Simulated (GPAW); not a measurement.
This input was run:

```python
from ase import Atoms
from ase.dft.bandgap import bandgap
from ase.io import write
from ase.units import GPa
from gpaw import GPAW, PW, setup_paths

setup_paths.insert(0, '.')

atoms = Atoms(['N', 'N', 'B', 'B'],
              cell=[[2.49824, 0.0, 0.0],
                    [-1.24912, 2.1635393048, 0.0],
                    [0.0, 0.0, 6.6357]],
              scaled_positions=[[0.6666666667, 0.3333333333, 0.25],
                                [0.3333333333, 0.6666666667, 0.75],
                                [0.6666666667, 0.3333333333, 0.75],
                                [0.3333333333, 0.6666666667, 0.25]],
              pbc=True)

calc = GPAW(mode=PW(800),
            xc='PBEsol',
            kpts={'size': (12, 12, 4), 'gamma': True},
            occupations={'name': 'fermi-dirac', 'width': 0.05},
            nbands=18,
            convergence={'density': 1e-05, 'energy': 1e-05},
            maxiter=150,
            txt='gpaw.txt')
atoms.calc = calc
energy = atoms.get_potential_energy()
forces = atoms.get_forces()
stress = atoms.get_stress()
calc.write('gs.gpw')
write('result.traj', atoms)
print(f'Energy: {energy:.6f} eV')
print('Forces (eV/A):')
print(forces.round(4))
print('Stress (GPa):', (stress / GPa).round(3))
print('Fermi level:', round(calc.get_fermi_level(), 4), 'eV')
print(f'Gap: {bandgap(calc)[0]:.4f} eV, direct: {bandgap(calc, direct=True)[0]:.4f} eV')

path = atoms.cell.bandpath('GMKGALHA,LM,KH', npoints=60, eps=1e-4)
bs_calc = calc.fixed_density(kpts=path, symmetry='off', nbands=28,
                             convergence={'bands': 'CBM+6.0', 'eigenstates': 1e-6}, txt='bands.txt')
bs = bs_calc.band_structure()
bs.write('bs.json')
print(f'Gap on the path: {bandgap(bs_calc)[0]:.4f} eV')
```

System: layered hexagonal BN, space group P6_3/mmc, 4 atoms in the cell.

Level of theory: PBEsol, PAW data sets generated in the run's folder for this functional, no spin polarisation, no spin-orbit coupling, 12×12×4 k mesh, 800 eV cutoff; code GPAW.

What does the calculation give for the electronic structure? The path is Γ–M–K–Γ–A–L–H–A|L–M|K–H.

An insulator. The gap along this path is 4.14 eV and indirect, from the valence-band top between K and Γ to the conduction-band bottom at M; the smallest direct gap is 4.60 eV, at H. At H the top valence band lies only 0.04 eV lower. The direct gaps are 5.60 eV at L, 4.62 eV at M and 8.77 eV at A.

LDA, GGA and most meta-GGA functionals understate gaps.

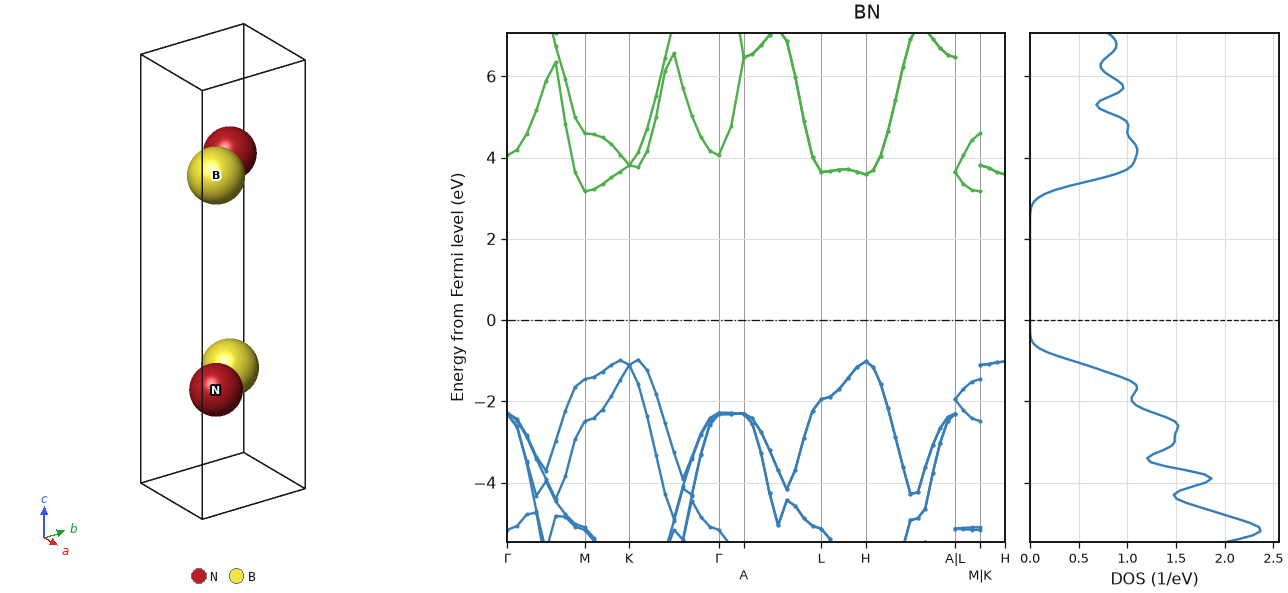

Band structure and density of states, beside the structure. Energies are counted from the Fermi level. The DOS curve is built from the levels of the k mesh with Gaussians 0.55 eV wide, which also blur the band edges; ripples of that width can come from the mesh.
